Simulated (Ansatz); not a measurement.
# As: what the fields show

Input file:

```
crystal:
  lattice:
    - [0.0, 3.1721343106, 3.1721343106]
    - [3.1721343106, 0.0, 3.1721343106]
    - [3.1721343106, 3.1721343106, 0.0]
  atoms:
    - { symbol: As, position: [0.125, 0.125, 0.125] }
    - { symbol: As, position: [0.875, 0.875, 0.875] }
hamiltonian:
  xc: rpbe
  pseudopotentials:
    kind: paw
    azcp:
      As: "pseudopotentials/As.paw.azcp"
basis:
  ecutwfc: 420
  fft_grid_basis: typed
kpoints:
  mp_grid: { grid: [10, 10, 10], shift: [0, 0, 0] }
magnetization:
  spin_polarized: false
scf:
  occupations: { method: fermi_dirac, width: 0.1 }
  lower_state_search: "off"
output:
  stress: true
  write_density: true
  write_potential: true
  elf: true
  volumetric_format: npy
```

Below, planes, directions and counts refer to the conventional cell (a = 6.34 Å, b = 6.34 Å, c = 6.34 Å, α = 90.00°, β = 90.00°, γ = 90.00°).

Space group Fd-3m; set up as As, diamond; a generated structure, not necessarily the stable one; changed on purpose from its base cell (volume × 1.08); computed pressure about −3 GPa in this cell.

Computed with DFT, RPBE, plane waves (420 eV) with PAW, scalar-relativistic in Ansatz.

In a PAW calculation such maps are meaningful between the atoms, not at the nuclei.

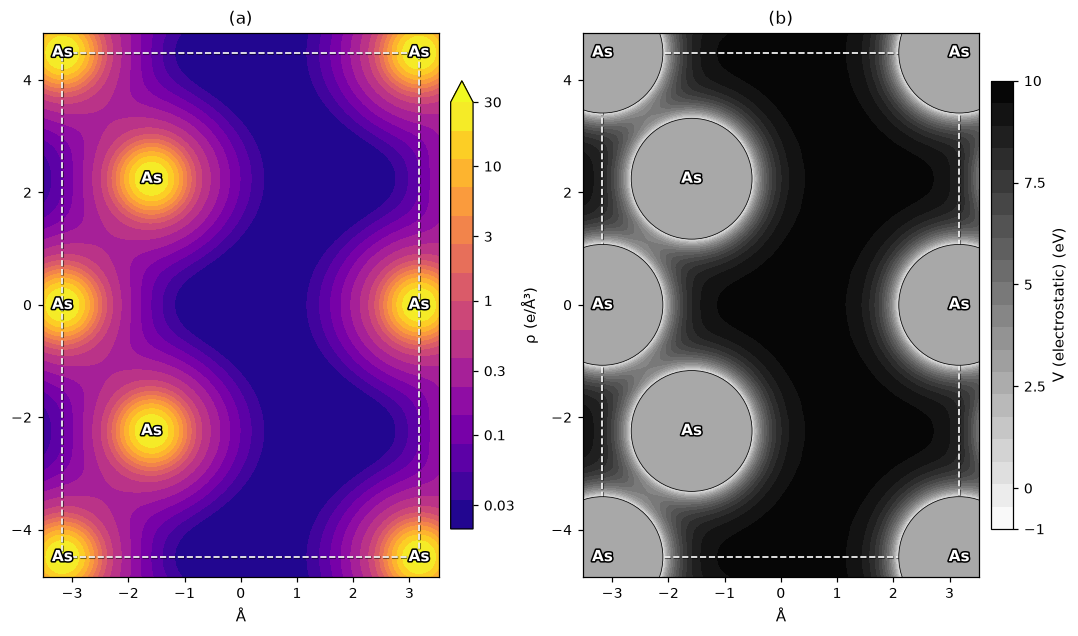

Figure 1. (a) valence pseudo-density; (b) electrostatic potential (local pseudopotential plus Hartree) felt by an electron on the (011) plane of the conventional cell. Grey discs cover the atomic cores in the potential map.

Question: Describe what can be read from this map.

Answer:
- The plane passes through As nuclei.
- As–As (2.75 Å): ρ at the midpoint is about 0.34 e/Å³.
- Between the atoms the lowest density in this plane is 0.008 e/Å³.
- Outside the cores the potential energy rises away from the atoms and is highest about 2.7 Å from the nearest atoms; its zero is arbitrary.

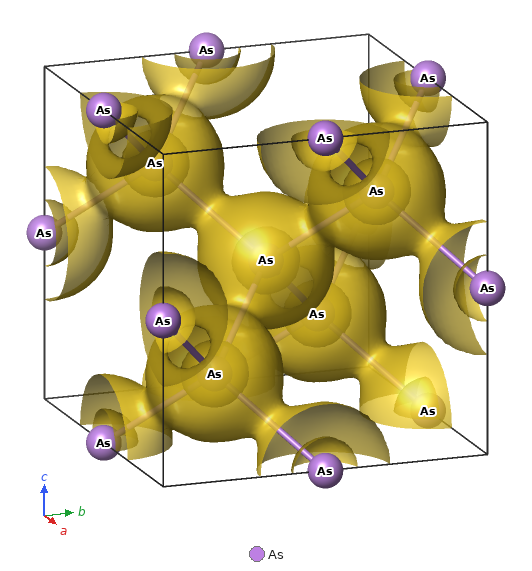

Figure 2. Isosurface of the ELF at 0.55 (yellow), seen slightly off an axis. Core shells and regions of very low density are left out. Sticks mark near contacts.

Question: Identify the bonds, lone pairs and shells in this picture.

Answer: At this value the surface marks out one network that runs through the whole crystal, counted in one cell of 8 atoms. Regions shared between cells count once. There are no localised bonds or lone pairs at this value. Profiles from the grid: As–As (2.75 Å): the ELF peaks at about 0.65 between the atoms.

Question: Does the calculation make it a metal, or give it a gap?

Answer: It is metallic or semimetallic at this level of theory: no gap opens.
